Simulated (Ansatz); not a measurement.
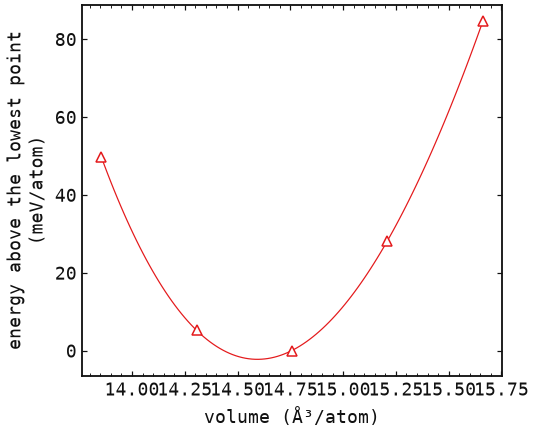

Plotted: energy above the lowest point against volume for Re, space group Fm-3m (No. 225) (one of a set of cubic test structures, which need not be the stable phase).

How it was computed, with Ansatz 0.2.0 development build: equation of state of a cubic crystal from periodic Kohn-Sham density functional theory without spin, third-order Birch-Murnaghan fit to the free energies; pressure corrected for the finite basis. Level: HSE06.

| setting | value |
| --- | --- |
| structure type | fcc |
| atoms in cell | 1 |
| space group number | 225 |
| lattice centring | face-centred primitive |
| k mesh | 6×6×6 |
| occupation method | Fermi–Dirac |
| occupation width | 0.1 eV |
| wave cutoff | 700 eV |
| datasets | hard PAW |
| density tolerance | 0 eV |
| bands | 19 |
| density cutoff ratio | 4 |
| search for lower states | default |
| exchange singularity | regularized |

Give the values behind the plot as a table.

```
volume (Å³/atom)  energy above the lowest point (meV/atom)
           13.85                                      49.7
           14.31                                       5.2
           14.76                                       0.0
           15.21                                      28.2
           15.66                                      84.5
```

Limits of the calculation: coarse k-mesh, values are not converged in k; cubic model structure, not the ambient form; pseudopotentials made with PBE, not this functional.
